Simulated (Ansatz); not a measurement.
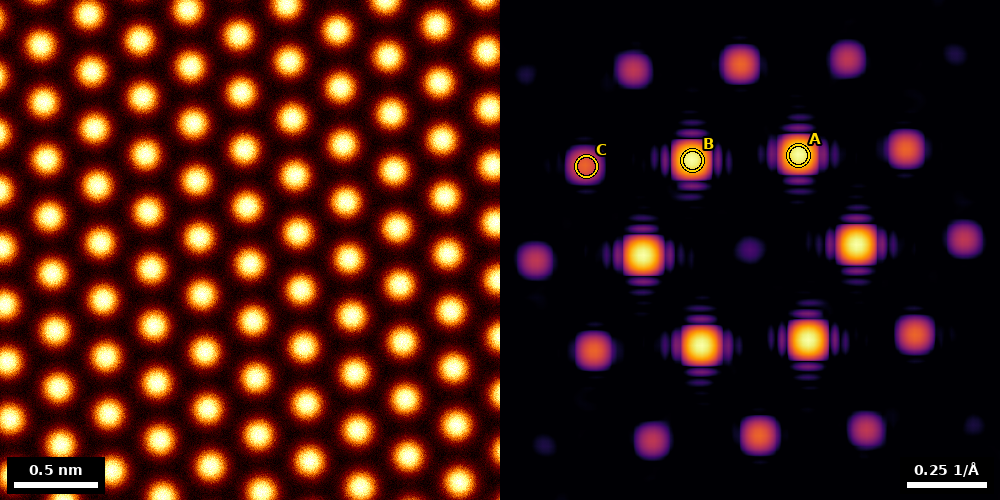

iDPC-like image of a crystal. Simulated as the projected potential of neutral atoms (B = 0.5 Å²) blurred by a 1.30 Å probe, the thin-sample limit of integrated differential phase contrast. Shot noise was added.

The right panel is the modulus of the image's Fourier transform on a logarithmic scale.

Q: Which lattice spacings do the marked spots stand for, and what angle do A and B enclose?

A: 3.0 Å, B: 3.0 Å, C: 1.7 Å; A and B enclose about 60°.

The crystal is Na (Im-3m, No. 229) along [111]; the spots are (0 1 -1), (-1 1 0) and (-2 1 1). Model: coordinates from a relaxation with DFT PBE, scalar-relativistic, plane waves, PAW (Ansatz 0.2.0); the starting structure was generated, so it need not be a known form of this composition.
